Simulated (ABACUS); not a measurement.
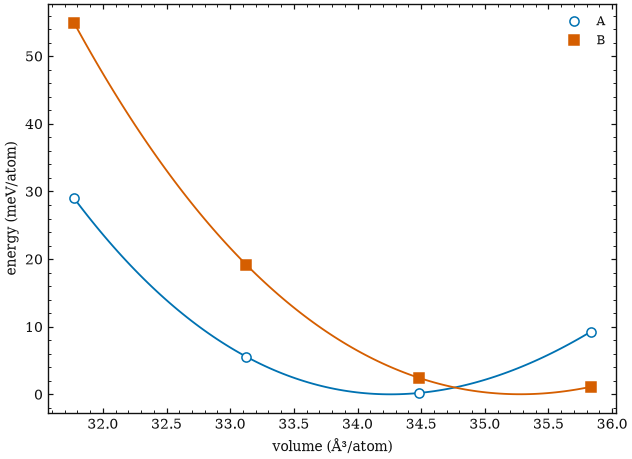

The figure compares two calculations of the energy against volume, each curve from its own zero. The first is for Sn, space group Fd-3m (No. 227).

The cell holds 2 atoms.

Calculation (ABACUS 3.10.1): DFT in plane waves or numerical atomic orbitals with pseudopotentials, no spin polarisation; energies at scaled volumes of the given cell, shape and fractions fixed, counted from the fit's minimum, third-order Birch-Murnaghan fit. Level: PBEsol with D3(BJ)+ABC.

| setting | value |
| --- | --- |
| k mesh | 5×5×5 |
| occupations | Fermi–Dirac |
| smearing width | 0.05 eV |
| potentials | PseudoDojo NC SR 0.4.1 PBE standard |
| wave cutoff | 993.2 eV |
| density cutoff | 3973 eV |
| program settings | basis pw |

In the second, the level changes from PBEsol with D3(BJ)+ABC to PBEsol.

Question: Which of A and B is the second calculation, and what did the change do?

Answer: B. The equilibrium volume rises from 34.26 to 35.28 Å³/atom (+3.0 %) and the bulk modulus falls from 44.7 to 41.6 GPa (−6.9 %).

For both, limits of the calculation: coarse k mesh.

V0 and the bulk modulus come from third-order Birch–Murnaghan fits.
